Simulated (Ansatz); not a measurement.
AlN

```cif
data_structure
_symmetry_space_group_name_H-M 'P 1'
_symmetry_Int_Tables_number 1
_cell_length_a 2.9693
_cell_length_b 2.9693
_cell_length_c 3.9263
_cell_angle_alpha 90.000
_cell_angle_beta 90.000
_cell_angle_gamma 90.000
_cell_volume 34.62
loop_
_atom_site_label
_atom_site_type_symbol
_atom_site_fract_x
_atom_site_fract_y
_atom_site_fract_z
_atom_site_occupancy
Al1 Al 0.00000 0.00000 0.00000 1
Al2 Al 0.50000 0.50000 0.50000 1
N1 N 0.50000 0.50000 0.00000 1
N2 N 0.00000 0.00000 0.50000 1
```

Space group I4/mmm; started from the rocksalt prototype, which need not be the ambient phase; changed on purpose from its base cell (epitaxial xy strain +4.0%); computed pressure about −11 GPa in this cell.

Computed with DFT, r2SCAN, plane waves, PAW (Ansatz 0.2.0).

Predict the valence pseudo-density and electron localisation function between the atoms.

Al–N (2.10 Å): the density is about 0.46 e/Å³ at the midpoint; the ELF peaks at about 0.85 in the valence shell of N, 0.8 Å from its nucleus, and is about 0.80 at the midpoint.

Metal or insulator at this level of theory?

It is gapped, with a Kohn–Sham gap of 4.6 eV on the k-point mesh, an upper bound to the gap of this method.

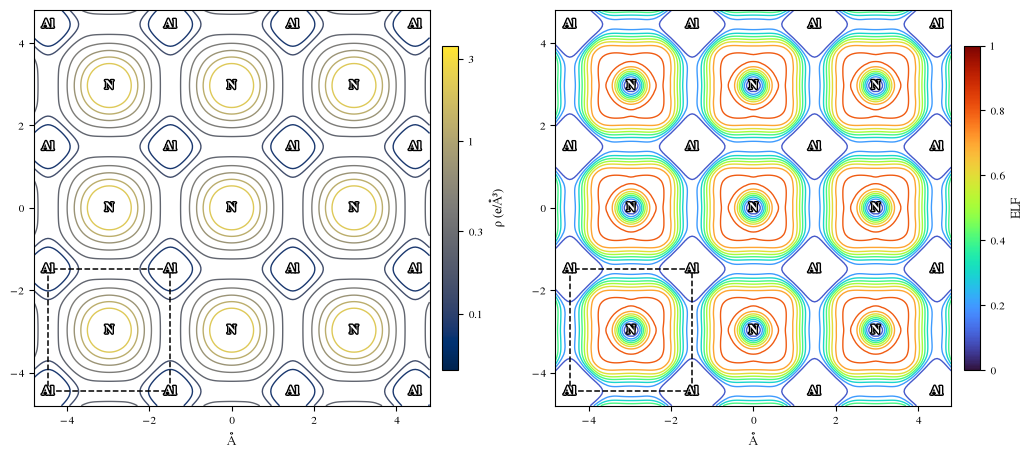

Computed valence pseudo-density and electron localisation function on the (001) plane of the conventional cell, in this order. 
